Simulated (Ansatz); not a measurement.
## Mending a single-point calculation on Ta

System: Ta (Im-3m, 1 atom in the cell, total charge +6).
Method of the first run: DFT, PBE, plane waves, PAW, no spin polarisation (Ansatz 0.2.0).

The structure derives from an entry of the Crystallography Open Database. Some settings of this run were made unusual or wrong on purpose. Text and figures count atoms from 1; the logs count them from 0 in places.

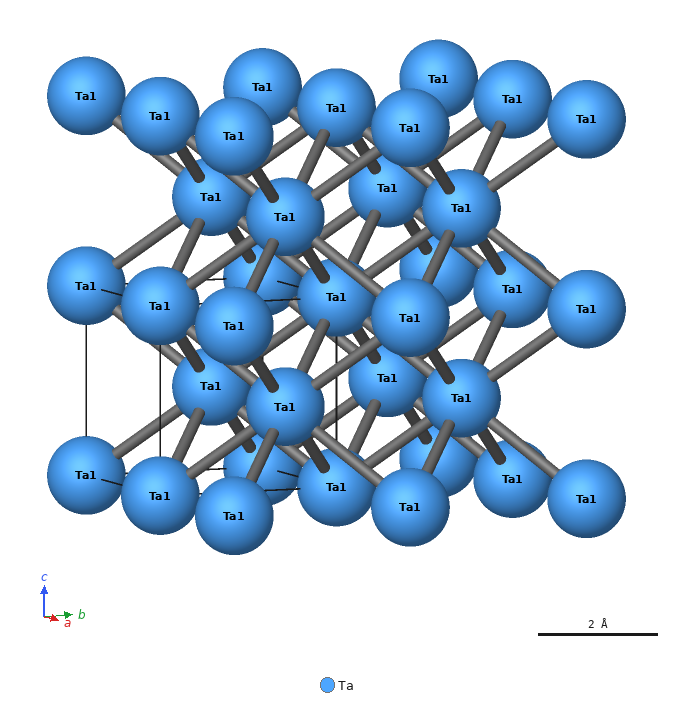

Figure 1. The input geometry (ball-and-stick view of the cell 2 times as large as that of the calculation, set on its symmetry axes, repeated 2 × 2 × 2, seen slightly off an axis; atoms are numbered from 1 in the order of the input). Near neighbours in the crystal (not all of them lie inside the picture): Ta has 8 Ta at 2.79 Å.

## Input file, the first run
```yaml
crystal:
  lattice:
    - [-1.6080400491, 1.6080400491, 1.6080400491]
    - [1.6080400491, -1.6080400491, 1.6080400491]
    - [1.6080400491, 1.6080400491, -1.6080400491]
  atoms:
    - { symbol: Ta, position: [0.0, 0.0, 0.0] }
basis:
  ecutwfc: 420
kpoints:
  mp_grid: { grid: [18, 18, 18] }
hamiltonian:
  xc: pbe
scf:
  occupations: { method: gaussian, width: 0.1 }
  max_iter: 80
output:
  forces: true
  eigenvalues: true
  stress: true
total_charge: 6
```

Command:
```bash
ansatz run input.yaml --threads 1 --pin off --max-ram 2560MiB --backend cpu --events-out ev --progress --plain --runs-dir out
```

Hardware: 1 thread of Intel Xeon (Granite Rapids), 64 GiB of memory available, shared host.

## Output, shortened to warnings, some set-up lines, iterations and results (the first run)
```
Basis set: ecut = 420 eV, 321 PW (Γ), exchange–correlation on 40×40×40 points (8 copies of the dense FFT grid, shifted against one another)
Symmetry: 48 space group operations
k-points: 195 of 5832
Initial density: superposition of atomic densities (neutral atoms scaled as one to the charged cell's electrons: chi_scale 0, normalization atom), corrected by the library's trained network
[...]
SCF iter   1: F=—  HF=-10033.433239 eV  |F-HF|=—  |Δ(HF+E_count)|=         —  Δρ=4.43e-1  dr2=2.93e1  ethr=1.77e-3  ⟨swp⟩=5.9  Hψ=12744  notcnv=0
SCF iter   2: F=—  HF=-10018.487689 eV  |F-HF|=—  |Δ(HF+E_count)|=    1.49e1  Δρ=1.67e-1  dr2=4.62e0  ethr=1.77e-3  ⟨swp⟩=4.2  Hψ=6310  notcnv=0
SCF iter   3: F=—  HF=-10016.171156 eV  |F-HF|=—  |Δ(HF+E_count)|=    2.32e0  Δρ=1.85e-2  dr2=1.88e-2  ethr=1.77e-3  ⟨swp⟩=4.3  Hψ=5215  notcnv=0
SCF iter   4: F=—  HF=-10016.166675 eV  |F-HF|=—  |Δ(HF+E_count)|=   4.48e-3  Δρ=1.59e-3  dr2=3.68e-4  ethr=2.69e-4  ⟨swp⟩=2.9  Hψ=3031  notcnv=0
SCF iter   5: F=—  HF=-10016.166415 eV  |F-HF|=—  |Δ(HF+E_count)|=   2.60e-4  Δρ=1.31e-4  dr2=1.45e-6  ethr=5.26e-6  ⟨swp⟩=2.2  Hψ=2191  notcnv=0
SCF iter   6: F=—  HF=-10016.166414 eV  |F-HF|=—  |Δ(HF+E_count)|=   7.45e-7  Δρ=1.49e-5  dr2=8.82e-9  ethr=1.43e-9  ⟨swp⟩=7.8  Hψ=11475  notcnv=0
SCF iter   7: F=-10016.166414 eV  HF=-10016.166414 eV  |F-HF|=9.28e-11  |Δ(HF+E_count)|=   5.48e-9  Δρ=1.46e-6  dr2=9.75e-11  ethr=1.26e-10  ⟨swp⟩=2.0  Hψ=4477  notcnv=0
SCF 1 converged in 7 iterations: F = -10016.166414 eV  dr2 = 9.75e-11
SCF converged after 7 iterations
Free energy (F): -10016.166414 eV
Harris-Foulkes:  -10016.166414 eV  (|F-HF|=9.28e-11)
Internal energy: -10016.123051 eV  (E = F + TS)
E sigma→0 (E₀):  -10016.144732 eV
Entropy (-TS):   -0.043363 eV (-43.363 meV/atom)
Fermi energy:    -16.549854 eV
--- Per-component energies (eV) ---
  E_band       = -187.895936
  E_kinetic    = 232.288273
  E_local      = -479.009164  (includes V_loc(G=0)·N_el)
  E_nonlocal   = -1.454907
  E_hartree    = 135.284626
  E_xc         = -150.935170
  E_vxc        = -118.182042  (∫ρ·V_xc dr)
  E_paw        = -8375.431174  (= ΣΔE_a)
  E_vpaw       = -92.107347  (= ΣTr[D̂ρ^β])
  E_aug_tail   = 0.000124  (compensation charges beyond the density's cutoff)
  E_ewald      = -1376.865658
  E_smearing   = -0.043363  (= −TS)
  E_closure    = -0.000000  (closes the sum)
  E_deformation_potential = 177.735654  (in the stress; not in F)
  Σ components = -10016.166414   (vs F -10016.166414, Δ=0.00e0)
--- Forces (eV/Å), atoms counted from 1 ---
  atom   1  Ta    -0.00000000     0.00000000    -0.00000000
  max |Σ_I F_I| component: 3.08e-32 eV/Å
--- Stress (GPa, compression-positive) ---
      415.746591       0.000000       0.000000
        0.000000     415.746591      -0.000000
        0.000000       0.000000     415.746591
  P = ⅓ Tr σ = 415.7466 GPa (4157.466 kbar)
```

Q: What should be changed in this input?

A: This input holds a deliberate fault: a charge that the system can't hold (`total_charge`). The cell cannot bind or give up so many electrons; the background charge dominates. The program still converged, but the numbers can't be taken as results for the intended system.

A run of the same system that converges differs from this input as follows (lines with − go, lines with + come):
```diff
-  max_iter: 80
-total_charge: 6
```

## Output, shortened to warnings, some set-up lines, iterations and results (the second run)
```
Basis set: ecut = 420 eV, 321 PW (Γ), exchange–correlation on 40×40×40 points (8 copies of the dense FFT grid, shifted against one another)
Symmetry: 48 space group operations
k-points: 195 of 5832
Initial density: superposition of atomic densities (neutral atoms: chi_scale 0, normalization atom), corrected by the library's trained network
[...]
SCF iter   1: F=—  HF=-9932.150605 eV  |F-HF|=—  |Δ(HF+E_count)|=         —  Δρ=2.49e-3  dr2=4.35e-4  ethr=1.77e-3  ⟨swp⟩=5.2  Hψ=12024  notcnv=0
SCF iter   2: F=—  HF=-9932.150252 eV  |F-HF|=—  |Δ(HF+E_count)|=   3.53e-4  Δρ=1.03e-3  dr2=4.67e-5  ethr=3.34e-6  ⟨swp⟩=2.4  Hψ=4768  notcnv=0
SCF iter   3: F=—  HF=-9932.150298 eV  |F-HF|=—  |Δ(HF+E_count)|=   4.59e-5  Δρ=2.57e-4  dr2=2.58e-6  ethr=3.59e-7  ⟨swp⟩=2.1  Hψ=2628  notcnv=0
SCF iter   4: F=-9932.150301 eV  HF=-9932.150301 eV  |F-HF|=4.15e-8  |Δ(HF+E_count)|=   3.36e-6  Δρ=2.76e-5  dr2=5.69e-8  ethr=1.98e-8  ⟨swp⟩=2.4  Hψ=3288  notcnv=0
SCF iter   5: F=-9932.150301 eV  HF=-9932.150301 eV  |F-HF|=8.82e-10  |Δ(HF+E_count)|=   2.64e-8  Δρ=7.15e-6  dr2=2.66e-9  ethr=4.38e-10  ⟨swp⟩=2.1  Hψ=3010  notcnv=0
SCF iter   6: F=-9932.150301 eV  HF=-9932.150301 eV  |F-HF|=3.09e-11  |Δ(HF+E_count)|=  4.17e-10  Δρ=7.84e-7  dr2=3.79e-11  ethr=2.04e-11  ⟨swp⟩=2.4  Hψ=7236  notcnv=0
SCF 1 converged in 6 iterations: F = -9932.150301 eV  dr2 = 3.79e-11
SCF converged after 6 iterations
Free energy (F): -9932.150301 eV
Harris-Foulkes:  -9932.150301 eV  (|F-HF|=3.09e-11)
Internal energy: -9932.144898 eV  (E = F + TS)
E sigma→0 (E₀):  -9932.147599 eV
Entropy (-TS):   -0.005404 eV (-5.404 meV/atom)
Fermi energy:    20.385464 eV
--- Per-component energies (eV) ---
  E_band       = -79.876623
  E_kinetic    = 369.418918
  E_local      = -501.595045  (includes V_loc(G=0)·N_el)
  E_nonlocal   = 15.909705
  E_hartree    = 177.898281
  E_xc         = -219.643122
  E_vxc        = -205.630132  (∫ρ·V_xc dr)
  E_paw        = -8397.268138  (= ΣΔE_a)
  E_vpaw       = -113.776895  (= ΣTr[D̂ρ^β])
  E_aug_tail   = 0.000162  (compensation charges beyond the density's cutoff)
  E_ewald      = -1376.865658
  E_smearing   = -0.005404  (= −TS)
  E_closure    = 0.000000  (closes the sum)
  Σ components = -9932.150301   (vs F -9932.150301, Δ=0.00e0)
--- Forces (eV/Å), atoms counted from 1 ---
  atom   1  Ta    -0.00000000    -0.00000000     0.00000000
  max |Σ_I F_I| component: 6.57e-32 eV/Å
--- Stress (GPa, compression-positive) ---
       21.976932       0.000000      -0.000000
        0.000000      21.976932      -0.000000
        0.000000       0.000000      21.976932
  P = ⅓ Tr σ = 21.9769 GPa (219.769 kbar)
```

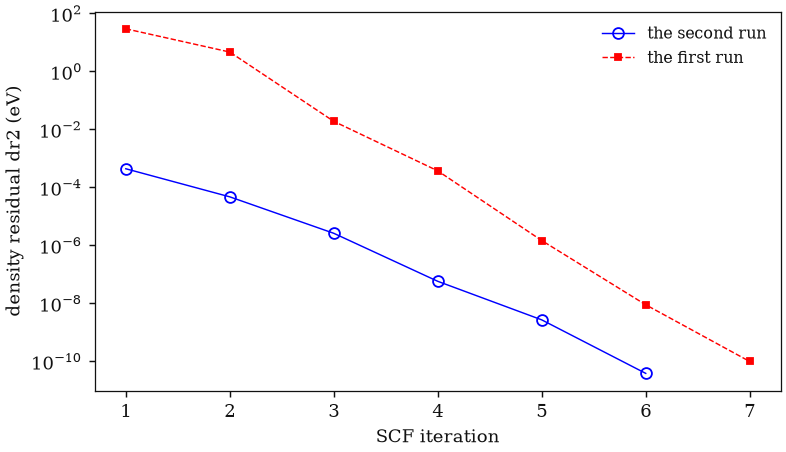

Figure 2. Convergence of the two runs: density residual dr2 against the SCF iteration. The second run takes 6 iterations in all, and the first run takes 7.

## The two runs side by side

| quantity | the first run | the second run |
| --- | --- | --- |
| outcome | converged | converged |
| free energy per atom (eV) | −10016.1664 | −9932.1503 |
| energy per atom, smearing taken to zero (eV) | −10016.1447 | −9932.1476 |
| gap on the mesh (eV) | 0.00 | 0.00 |
| pressure (GPa) | 415.75 | 21.98 |
| largest force (eV/Å) | 0.000 | 0.000 |
| SCF iterations | 7 | 6 |
| irreducible k-points | 195 | 195 |
| plane waves at Γ | 321 | 321 |
| wall time (shared host) | 1.3 s | 1.2 s |

The total energies belong to different systems, so their difference says nothing on which is more stable or more accurate. The pressure goes from 415.75 to 21.98 GPa. A charged cell is computed with a uniform neutralising background, so its energy and pressure depend on the cell and aren't those of a real crystal. The SCF takes 6 iterations against 7.

Notes on the second run: Spin–orbit coupling is left out, which matters for Ta. The cell is under a pressure of 22 GPa at this level, so it is not at its equilibrium volume.
